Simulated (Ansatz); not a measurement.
**MgS: molecular dynamics (part 5 of 5)**

MgS (16 atoms in the cell); DFT PBE, scalar-relativistic, plane waves, PAW, no spin polarisation (Ansatz 0.2.0); cutoff 420 eV, 2×2×2 k-mesh, Fermi–Dirac smearing of 0.0388 eV. The structure derives from an entry of the Crystallography Open Database. It belongs to a series of runs on one base structure; here: dynamics (nve) at 450 K, volume × 1.01.

Geometry of the input (Å; fractional positions):
```
5.2206  0.0000  -5.2206
0.0000  5.2206  -5.2206
5.2206  5.2206  0.0000
Mg 0.5000  0.5000  -0.0000
Mg 0.5000  0.5000  0.5000
Mg 0.5000  0.0000  -0.0000
Mg 0.5000  0.0000  0.5000
Mg 0.0000  0.5000  -0.0000
Mg -0.0000  0.5000  0.5000
Mg 0.0000  0.0000  0.0000
Mg -0.0000  0.0000  0.5000
S  0.2500  0.2500  0.7500
S  0.2500  0.2500  0.2500
S  0.2500  0.7500  0.7500
S  0.2500  0.7500  0.2500
S  0.7500  0.2500  0.7500
S  0.7500  0.2500  0.2500
S  0.7500  0.7500  0.7500
S  0.7500  0.7500  0.2500
```

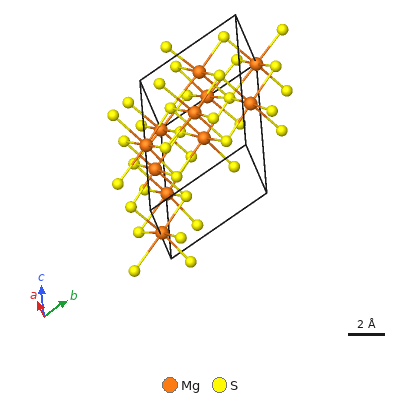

Fig. 1: The geometry at step 71 of the log (ball-and-stick view of the cell of the calculation, seen at an oblique angle; bonded neighbours outside the cell are drawn too).

Trajectory as extended XYZ, continued
```
16
Lattice="5.2206 0.0000 -5.2206 0.0000 5.2206 -5.2206 5.2206 5.2206 0.0000" Properties=species:S:1:pos:R:3:forces:R:3 step=59 time_fs=354.0 energy=-22629.58362 temperature=244.4 pressure_GPa=1.31
Mg    2.5605    2.5713   -5.1523    0.1342   0.0319  -0.7338
Mg    5.2816    5.3026   -5.1590   -0.0080  -0.2276  -0.0442
Mg    2.7189   -0.0948   -2.6810   -0.3166   0.0969  -0.0143
Mg    5.1405    2.5780   -2.5130    0.2633   0.1849  -0.2422
Mg   -0.0432    2.6847   -2.5098   -0.1523  -0.4004  -0.1408
Mg    2.6895    5.0743   -2.7761   -0.4409   0.5065   0.4567
Mg    0.0680    0.0895    0.0107   -0.2180  -0.0749  -0.1505
Mg    2.5972    2.5884    0.0370    0.0372   0.2041   0.0463
S     5.0963    5.2252   -2.5777    0.8181   0.0837   0.1896
S     2.5527    2.5692   -2.7315    0.1546  -0.2667   0.7429
S     5.1517    7.7861   -5.1976    0.0904   0.5246   0.0759
S     2.6751    5.2500   -5.3009   -0.3544  -0.1619  -0.1198
S     7.8181    5.2241   -5.2563    0.3778  -0.0791   0.1341
S     5.3037    2.7532   -5.1773   -0.4047  -0.6253  -0.0407
S     7.7625    7.8231   -7.7764    0.2181  -0.0317  -0.0238
S     5.3055    5.2008   -7.8523   -0.1991   0.2351  -0.1353
16
Lattice="5.2206 0.0000 -5.2206 0.0000 5.2206 -5.2206 5.2206 5.2206 0.0000" Properties=species:S:1:pos:R:3:forces:R:3 step=61 time_fs=366.0 energy=-22629.63347 temperature=270.4 pressure_GPa=1.19
Mg    2.5564    2.5148   -5.2190    0.1351   0.3271  -0.1876
Mg    5.2948    5.2899   -5.2059   -0.1479  -0.1566  -0.0151
Mg    2.6656   -0.0519   -2.6006   -0.1558   0.0656  -0.1257
Mg    5.1875    2.5728   -2.5072    0.0503   0.1181  -0.2712
Mg   -0.0352    2.6650   -2.5029   -0.0265  -0.2647  -0.2526
Mg    2.6846    5.1195   -2.7459   -0.5666   0.3618   0.4068
Mg    0.0589    0.0934   -0.0320   -0.1012  -0.1206   0.0662
Mg    2.6062    2.6252    0.0095   -0.0618  -0.0233  -0.0230
S     5.0905    5.1958   -2.6270    1.0631   0.1928   0.4647
S     2.5767    2.6214   -2.7074    0.0509  -0.5229   0.4657
S     5.1412    7.7981   -5.1764    0.2755   0.4656  -0.0507
S     2.7010    5.2215   -5.2392   -0.6202  -0.0121  -0.4721
S     7.8122    5.2248   -5.2278    0.4245  -0.0873   0.1097
S     5.2758    2.7400   -5.1963   -0.2152  -0.7320   0.0228
S     7.7891    7.8055   -7.8184    0.0600   0.1185   0.1264
S     5.2748    5.1984   -7.8315   -0.1641   0.2700  -0.2642
16
Lattice="5.2206 0.0000 -5.2206 0.0000 5.2206 -5.2206 5.2206 5.2206 0.0000" Properties=species:S:1:pos:R:3:forces:R:3 step=62 time_fs=372.0 energy=-22629.66225 temperature=285.0 pressure_GPa=1.08
Mg    2.5573    2.4924   -5.2585    0.1226   0.4715   0.0884
Mg    5.2987    5.2798   -5.2298   -0.2159  -0.1045   0.0184
Mg    2.6350   -0.0291   -2.5628   -0.0672   0.0735  -0.1693
Mg    5.2129    2.5730   -2.5101   -0.0806   0.0808  -0.2588
Mg   -0.0324    2.6489   -2.5044    0.0637  -0.1671  -0.2994
Mg    2.6701    5.1505   -2.7218   -0.4855   0.2176   0.3357
Mg    0.0517    0.0929   -0.0527   -0.0372  -0.1537   0.1648
Mg    2.6097    2.6440   -0.0044   -0.0891  -0.1386  -0.0674
S     5.1046    5.1840   -2.6446    0.9798   0.2228   0.5043
S     2.5898    2.6395   -2.6870   -0.0003  -0.5509   0.3212
S     5.1399    7.8119   -5.1662    0.3585   0.3605  -0.1166
S     2.7045    5.2068   -5.2152   -0.6573   0.0409  -0.5394
S     7.8162    5.2238   -5.2116    0.3727  -0.0807   0.0677
S     5.2578    2.7216   -5.2056   -0.1202  -0.6854   0.0526
S     7.8038    7.7982   -7.8378   -0.0141   0.1697   0.1704
S     5.2567    5.2016   -7.8252   -0.1300   0.2436  -0.2725
16
Lattice="5.2206 0.0000 -5.2206 0.0000 5.2206 -5.2206 5.2206 5.2206 0.0000" Properties=species:S:1:pos:R:3:forces:R:3 step=64 time_fs=384.0 energy=-22629.70091 temperature=304.3 pressure_GPa=0.92
Mg    2.5640    2.4695   -5.3305    0.0778   0.6319   0.4816
Mg    5.2967    5.2559   -5.2761   -0.2912  -0.0216   0.1380
Mg    2.5722    0.0198   -2.4950    0.1358   0.0740  -0.2703
Mg    5.2585    2.5765   -2.5267   -0.3043   0.0267  -0.2031
Mg   -0.0228    2.6110   -2.5208    0.2085   0.0292  -0.3298
Mg    2.6223    5.2193   -2.6607   -0.1839  -0.1536   0.1081
Mg    0.0366    0.0850   -0.0858    0.0610  -0.2276   0.3154
Mg    2.6128    2.6742   -0.0356   -0.0831  -0.3143  -0.0795
S     5.1625    5.1677   -2.6639    0.5109   0.2432   0.4063
S     2.6155    2.6582   -2.6370   -0.0877  -0.4127   0.0866
S     5.1496    7.8499   -5.1504    0.4419   0.0626  -0.2356
S     2.6903    5.1789   -5.1846   -0.5358   0.1074  -0.4257
S     7.8351    5.2193   -5.1777    0.1369  -0.0113  -0.0669
S     5.2189    2.6638   -5.2223    0.0523  -0.3955   0.0812
S     7.8322    7.7897   -7.8707   -0.1217   0.2287   0.1895
S     5.2167    5.2153   -7.8211   -0.0176   0.1330  -0.1957
16
Lattice="5.2206 0.0000 -5.2206 0.0000 5.2206 -5.2206 5.2206 5.2206 0.0000" Properties=species:S:1:pos:R:3:forces:R:3 step=66 time_fs=396.0 energy=-22629.65016 temperature=278.1 pressure_GPa=1.01
Mg    2.5751    2.4818   -5.3759    0.0269   0.5621   0.6232
Mg    5.2783    5.2306   -5.3143   -0.2586   0.0125   0.2930
Mg    2.5176    0.0727   -2.4428    0.4303  -0.0143  -0.3963
Mg    5.2872    2.5816   -2.5548   -0.3839   0.0166  -0.1403
Mg   -0.0017    2.5746   -2.5555    0.2100   0.1722  -0.2466
Mg    2.5637    5.2796   -2.5934    0.0567  -0.4516  -0.1132
Mg    0.0247    0.0640   -0.1012    0.0785  -0.2748   0.3765
Mg    2.6113    2.6869   -0.0705   -0.0272  -0.3598   0.1115
S     5.2421    5.1619   -2.6659   -0.1299   0.2077   0.1617
S     2.6374    2.6595   -2.5833   -0.1460  -0.1333  -0.1547
S     5.1780    7.8904   -5.1447    0.3756  -0.2711  -0.3184
S     2.6534    5.1557   -5.1718   -0.2248   0.1585  -0.1198
S     7.8598    5.2145   -5.1468   -0.1784   0.0991  -0.2444
S     5.1822    2.5894   -5.2356    0.2041   0.0646   0.0603
S     7.8554    7.7909   -7.8956   -0.1600   0.2215   0.1512
S     5.1761    5.2348   -7.8253    0.1266  -0.0098  -0.0437
16
Lattice="5.2206 0.0000 -5.2206 0.0000 5.2206 -5.2206 5.2206 5.2206 0.0000" Properties=species:S:1:pos:R:3:forces:R:3 step=68 time_fs=408.0 energy=-22629.50685 temperature=205.3 pressure_GPa=1.31
Mg    2.5879    2.5256   -5.3865    0.0049   0.3125   0.5294
Mg    5.2456    5.2058   -5.3359   -0.1426   0.0126   0.4202
Mg    2.4878    0.1243   -2.4132    0.7572  -0.2045  -0.4917
Mg    5.2946    2.5878   -2.5910   -0.2916   0.0499  -0.0928
Mg    0.0307    2.5476   -2.6041    0.0494   0.2281  -0.0739
Mg    2.5080    5.3150   -2.5322    0.1955  -0.4975  -0.2210
Mg    0.0169    0.0278   -0.0955    0.0018  -0.2229   0.3201
Mg    2.6082    2.6795   -0.0984    0.0151  -0.2647   0.4761
S     5.3161    5.1650   -2.6609   -0.7550   0.1252  -0.0820
S     2.6532    2.6550   -2.5365   -0.1639   0.1472  -0.4364
S     5.2223    7.9193   -5.1527    0.1773  -0.5639  -0.3518
S     2.6070    5.1394   -5.1644    0.1499   0.2396   0.1490
S     7.8769    5.2138   -5.1264   -0.4258   0.1477  -0.4042
S     5.1543    2.5177   -5.2463    0.3277   0.5120   0.0167
S     7.8719    7.8014   -7.9139   -0.1472   0.1247   0.1247
S     5.1409    5.2538   -7.8314    0.2472  -0.1460   0.1175
16
Lattice="5.2206 0.0000 -5.2206 0.0000 5.2206 -5.2206 5.2206 5.2206 0.0000" Properties=species:S:1:pos:R:3:forces:R:3 step=70 time_fs=420.0 energy=-22629.40697 temperature=154.9 pressure_GPa=1.51
Mg    2.6011    2.5869   -5.3673    0.0389  -0.0226   0.3040
Mg    5.2047    5.1818   -5.3338    0.0111   0.0032   0.4768
Mg    2.5001    0.1641   -2.4113    0.7666  -0.4276  -0.5067
Mg    5.2857    2.5969   -2.6326   -0.1086   0.1012  -0.0503
Mg    0.0657    2.5334   -2.6567   -0.1700   0.1991   0.1170
Mg    2.4634    5.3229   -2.4832    0.3118  -0.3287  -0.2445
Mg    0.0091   -0.0207   -0.0719   -0.1247  -0.0349   0.1616
Mg    2.6058    2.6572   -0.0994    0.0158  -0.1058   0.7209
S     5.3584    5.1734   -2.6590   -1.0198   0.0528  -0.1798
S     2.6619    2.6565   -2.5082   -0.1497   0.3218  -0.5832
S     5.2741    7.9241   -5.1758   -0.0965  -0.7336  -0.3270
S     2.5669    5.1337   -5.1511    0.4382   0.3680   0.2249
S     7.8760    5.2192   -5.1233   -0.4969   0.1027  -0.4595
S     5.1404    2.4677   -5.2563    0.3888   0.7595  -0.0198
S     7.8820    7.8172   -7.9266   -0.1179  -0.0108   0.1465
S     5.1163    5.2666   -7.8326    0.3129  -0.2442   0.2191
16
Lattice="5.2206 0.0000 -5.2206 0.0000 5.2206 -5.2206 5.2206 5.2206 0.0000" Properties=species:S:1:pos:R:3:forces:R:3 step=71 time_fs=426.0 energy=-22629.41817 temperature=160.4 pressure_GPa=1.50
Mg    2.6084    2.6183   -5.3503    0.0697  -0.1850   0.1926
Mg    5.1840    5.1698   -5.3226    0.0879   0.0046   0.4691
Mg    2.5231    0.1756   -2.4213    0.5765  -0.5086  -0.4808
Mg    5.2783    2.6035   -2.6546   -0.0226   0.1187  -0.0194
Mg    0.0803    2.5308   -2.6812   -0.2568   0.1644   0.1943
Mg    2.4473    5.3190   -2.4640    0.3684  -0.2196  -0.2525
Mg    0.0029   -0.0465   -0.0560   -0.1770   0.0807   0.0669
Mg    2.6050    2.6433   -0.0851    0.0091  -0.0322   0.6902
S     5.3633    5.1787   -2.6609   -0.9438   0.0370  -0.1545
S     2.6638    2.6622   -2.5033   -0.1400   0.3344  -0.5433
S     5.2993    7.9150   -5.1927   -0.2375  -0.7384  -0.2911
S     2.5532    5.1364   -5.1408    0.5055   0.4318   0.1794
S     7.8676    5.2237   -5.1292   -0.4542   0.0593  -0.4239
S     5.1397    2.4545   -5.2615    0.3861   0.7814  -0.0314
S     7.8850    7.8253   -7.9307   -0.1028  -0.0583   0.1758
S     5.1089    5.2693   -7.8298    0.3316  -0.2704   0.2286
16
Lattice="5.2206 0.0000 -5.2206 0.0000 5.2206 -5.2206 5.2206 5.2206 0.0000" Properties=species:S:1:pos:R:3:forces:R:3 step=73 time_fs=438.0 energy=-22629.52553 temperature=214.3 pressure_GPa=1.31
Mg    2.6263    2.6713   -5.3094    0.0992  -0.4060   0.0445
Mg    5.1473    5.1463   -5.2807    0.2122   0.0379   0.3557
Mg    2.5899    0.1764   -2.4611   -0.0063  -0.5151  -0.3575
Mg    5.2633    2.6218   -2.6988    0.0821   0.1052   0.0843
Mg    0.0978    2.5320   -2.7211   -0.3271   0.0954   0.2766
Mg    2.4318    5.3033   -2.4365    0.4487  -0.0411  -0.3079
Mg   -0.0174   -0.0932   -0.0226   -0.1963   0.2410  -0.0964
Mg    2.6037    2.6148   -0.0289    0.0111   0.0765   0.3216
S     5.3443    5.1904   -2.6689   -0.5573   0.0319   0.0099
S     2.6631    2.6838   -2.5101   -0.1235   0.1690  -0.3106
S     5.3404    7.8733   -5.2355   -0.4663  -0.5357  -0.1693
S     2.5424    5.1563   -5.1154    0.4479   0.4656  -0.0268
S     7.8369    5.2342   -5.1538   -0.2346  -0.0359  -0.2107
S     5.1505    2.4531   -5.2731    0.3150   0.6523  -0.0370
S     7.8880    7.8393   -7.9327   -0.0732  -0.0710   0.2750
S     5.1051    5.2657   -7.8171    0.3683  -0.2702   0.1485
16
Lattice="5.2206 0.0000 -5.2206 0.0000 5.2206 -5.2206 5.2206 5.2206 0.0000" Properties=species:S:1:pos:R:3:forces:R:3 step=75 time_fs=450.0 energy=-22629.59619 temperature=250.0 pressure_GPa=1.14
Mg    2.6495    2.7019   -5.2656    0.0178  -0.4193  -0.0014
Mg    5.1225    5.1251   -5.2190    0.2642   0.1155   0.0868
Mg    2.6567    0.1484   -2.5211   -0.4861  -0.3283  -0.1582
Mg    5.2527    2.6457   -2.7380    0.0855   0.0043   0.2376
Mg    0.0971    2.5388   -2.7456   -0.2606   0.0738   0.2576
Mg    2.4415    5.2849   -2.4269    0.4419   0.0564  -0.4171
Mg   -0.0483   -0.1266    0.0056   -0.0811   0.2526  -0.1779
Mg    2.6031    2.5905    0.0451    0.0507   0.1376  -0.2101
S     5.3010    5.2035   -2.6762   -0.1676   0.0275   0.2641
S     2.6571    2.7122   -2.5304   -0.0954  -0.1718  -0.1130
S     5.3617    7.8091   -5.2855   -0.5606  -0.0970   0.0184
S     2.5505    5.1958   -5.0912    0.1979   0.2793  -0.2770
S     7.7964    5.2432   -5.1871    0.0864  -0.1139   0.1269
S     5.1747    2.4796   -5.2861    0.1799   0.3847  -0.0091
S     7.8877    7.8505   -7.9226   -0.0496   0.0082   0.4129
S     5.1172    5.2506   -7.7982    0.3767  -0.2097  -0.0405
16
Lattice="5.2206 0.0000 -5.2206 0.0000 5.2206 -5.2206 5.2206 5.2206 0.0000" Properties=species:S:1:pos:R:3:forces:R:3 step=77 time_fs=462.0 energy=-22629.55005 temperature=227.2 pressure_GPa=1.07
Mg    2.6734    2.7090   -5.2217   -0.1374  -0.2855  -0.0219
Mg    5.1124    5.1106   -5.1528    0.2321   0.2040  -0.2815
Mg    2.6970    0.1019   -2.5901   -0.6129  -0.0889   0.0732
Mg    5.2467    2.6697   -2.7637    0.0340  -0.1608   0.3716
Mg    0.0818    2.5500   -2.7555   -0.1243   0.1077   0.1871
Mg    2.4761    5.2696   -2.4409    0.3319   0.0979  -0.4754
Mg   -0.0837   -0.1459    0.0239    0.1061   0.1965  -0.1683
Mg    2.6056    2.5741    0.1077    0.1077   0.1792  -0.5964
S     5.2502    5.2177   -2.6721    0.1018   0.0137   0.5167
S     2.6470    2.7333   -2.5561   -0.0448  -0.4916  -0.0524
S     5.3590    7.7409   -5.3345   -0.5206   0.3878   0.2431
S     2.5671    5.2469   -5.0789   -0.0784  -0.0772  -0.4626
S     7.7595    5.2474   -5.2152    0.3841  -0.1588   0.3951
S     5.2067    2.5228   -5.2994    0.0195   0.0894   0.0713
S     7.8853    7.8621   -7.8949   -0.0468   0.0947   0.4679
S     5.1452    5.2266   -7.7812    0.2480  -0.1083  -0.2676
16
Lattice="5.2206 0.0000 -5.2206 0.0000 5.2206 -5.2206 5.2206 5.2206 0.0000" Properties=species:S:1:pos:R:3:forces:R:3 step=78 time_fs=468.0 energy=-22629.50932 temperature=206.7 pressure_GPa=1.05
Mg    2.6830    2.7059   -5.2002   -0.2028  -0.2056  -0.0488
Mg    5.1126    5.1074   -5.1244    0.1932   0.2358  -0.4457
Mg    2.7042    0.0758   -2.6238   -0.5473   0.0204   0.1925
Mg    5.2447    2.6788   -2.7690    0.0079  -0.2449   0.4013
Mg    0.0709    2.5578   -2.7562   -0.0564   0.1303   0.1554
Mg    2.5010    5.2639   -2.4580    0.2402   0.1044  -0.4441
Mg   -0.0998   -0.1511    0.0294    0.1998   0.1754  -0.1385
Mg    2.6089    2.5695    0.1273    0.1272   0.2005  -0.6705
S     5.2258    5.2251   -2.6623    0.1977   0.0022   0.5863
S     2.6411    2.7366   -2.5699   -0.0146  -0.5907  -0.0465
S     5.3491    7.7117   -5.3557   -0.4689   0.5831   0.3532
S     2.5748    5.2722   -5.0798   -0.1773  -0.2652  -0.5117
S     7.7465    5.2470   -5.2234    0.4858  -0.1671   0.4379
S     5.2235    2.5466   -5.3052   -0.0579  -0.0394   0.1339
S     7.8833    7.8693   -7.8734   -0.0565   0.1072   0.4125
S     5.1637    5.2125   -7.7764    0.1300  -0.0465  -0.3672
16
Lattice="5.2206 0.0000 -5.2206 0.0000 5.2206 -5.2206 5.2206 5.2206 0.0000" Properties=species:S:1:pos:R:3:forces:R:3 step=80 time_fs=480.0 energy=-22629.47092 temperature=187.2 pressure_GPa=1.01
Mg    2.6928    2.6919   -5.1598   -0.2511  -0.0755  -0.1571
Mg    5.1205    5.1114   -5.0882    0.1051   0.2488  -0.6050
Mg    2.6967    0.0261   -2.6813   -0.3014   0.2065   0.4219
Mg    5.2406    2.6856   -2.7625   -0.0189  -0.3586   0.3530
Mg    0.0476    2.5791   -2.7512    0.0434   0.1375   0.1302
Mg    2.5595    5.2569   -2.5102   -0.0060   0.0880  -0.2640
Mg   -0.1223   -0.1541    0.0350    0.3488   0.1733  -0.0588
Mg    2.6211    2.5693    0.1379    0.1142   0.2289  -0.5938
S     5.1843    5.2397   -2.6237    0.3398  -0.0349   0.4888
S     2.6291    2.7236   -2.5988    0.0415  -0.6195  -0.0133
S     5.3146    7.6740   -5.3855   -0.3331   0.7987   0.5389
S     2.5838    5.3125   -5.0985   -0.2525  -0.5507  -0.5107
S     7.7370    5.2408   -5.2259    0.5455  -0.1524   0.3224
S     5.2544    2.5917   -5.3115   -0.1835  -0.2196   0.2831
S     7.8773    7.8868   -7.8184   -0.0900   0.0304   0.1422
S     5.2036    5.1835   -7.7796   -0.1017   0.0990  -0.4779
16
Lattice="5.2206 0.0000 -5.2206 0.0000 5.2206 -5.2206 5.2206 5.2206 0.0000" Properties=species:S:1:pos:R:3:forces:R:3 step=82 time_fs=492.0 energy=-22629.51381 temperature=208.9 pressure_GPa=1.00
Mg    2.6888    2.6734   -5.1287   -0.1888  -0.0082  -0.3148
Mg    5.1345    5.1293   -5.0858    0.0495   0.1847  -0.5252
Mg    2.6718   -0.0121   -2.7150   -0.0892   0.3331   0.5830
Mg    5.2357    2.6724   -2.7362   -0.0066  -0.3494   0.1894
Mg    0.0266    2.6080   -2.7385    0.0801   0.0454   0.1629
Mg    2.6176    5.2549   -2.5774   -0.2756   0.0427  -0.0319
Mg   -0.1251   -0.1471    0.0371    0.4116   0.2185   0.0106
Mg    2.6394    2.5820    0.1151    0.0046   0.1906  -0.3816
S     5.1574    5.2528   -2.5647    0.4296  -0.0829   0.0878
S     2.6188    2.6843   -2.6282    0.0750  -0.4432   0.0845
S     5.2658    7.6702   -5.3922   -0.1596   0.7517   0.6453
S     2.5824    5.3295   -5.1390   -0.1750  -0.6232  -0.3847
S     7.7506    5.2281   -5.2147    0.4073  -0.0939   0.0707
S     5.2775    2.6277   -5.3057   -0.2452  -0.2768   0.4000
S     7.8675    7.9054   -7.7573   -0.1146  -0.1586  -0.1854
S     5.2395    5.1590   -7.8031   -0.2032   0.2696  -0.4105
```
